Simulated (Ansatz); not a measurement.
Input file:

```
crystal:
  lattice:
    - [2.7988444194, 0.0, 0.0]
    - [0.0, 2.7988444194, 0.0]
    - [0.0, 0.0, 6.2599944267]
  atoms:
    - { symbol: Al, position: [0.0, 0.0, 0.5] }
    - { symbol: Al, position: [0.5, 0.5, 0.0] }
    - { symbol: O, position: [0.0, 0.0, 0.0] }
    - { symbol: O, position: [0.0, 0.5, 0.3299721309] }
    - { symbol: O, position: [0.5, 0.0, 0.6700278691] }
basis:
  ecutwfc: 420
kpoints:
  mp_grid: { grid: [10, 10, 6] }
hamiltonian:
  xc: pbe
scf:
  occupations: { method: gaussian, width: 0.02 }
output:
  forces: true
  stress: true
  eigenvalues: true
  write_density: true
  write_potential: true
  elf: true
  volumetric_format: npy
relax:
  adjacent_minimum: "off"
  f_tol: 0.01
  max_steps: 80
  cell: { stress_tol: 0.05 }
```

Run with:

```sh
ansatz run input.yaml --threads 1 --pin off --max-ram 2560MiB --backend cpu --events-out ev --progress --plain --runs-dir out
```

Below, planes, directions and counts refer to the conventional cell (a = 2.80 Å, b = 2.80 Å, c = 6.26 Å, α = 90.00°, β = 90.00°, γ = 90.00°).

Space group P-4m2; a structure generated by program, which may or may not match a known phase.

Method: DFT PBE, scalar-relativistic, plane waves, PAW in Ansatz 0.2.0.

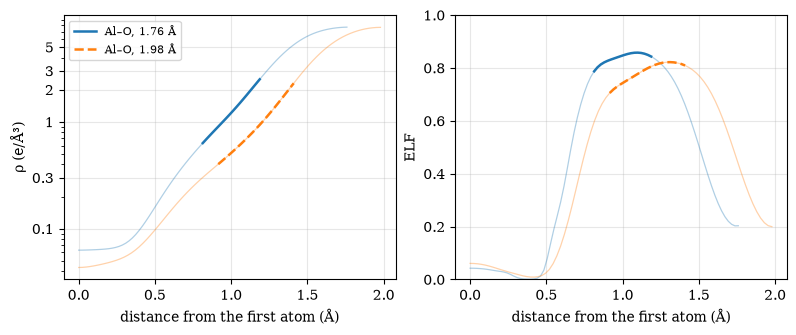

Al$_{2}$O$_{3}$. Valence electron density and electron localisation function along straight lines between neighbouring atoms. Thin, pale parts lie inside the atomic spheres.

Core electrons are frozen (PAW), and the valence fields are smoothed inside the atomic spheres.

Question: Compare the contacts.

Answer: Al–O (1.76 Å): ρ at the midpoint is about 0.8 e/Å³; the ELF peaks at about 0.85 in the valence shell of O, 0.7 Å from its nucleus, and is about 0.80 at the midpoint.
Al–O (1.98 Å): ρ at the midpoint is about 0.5 e/Å³; the ELF peaks at about 0.80 in the valence shell of O, 0.7 Å from its nucleus, and is about 0.75 at the midpoint.
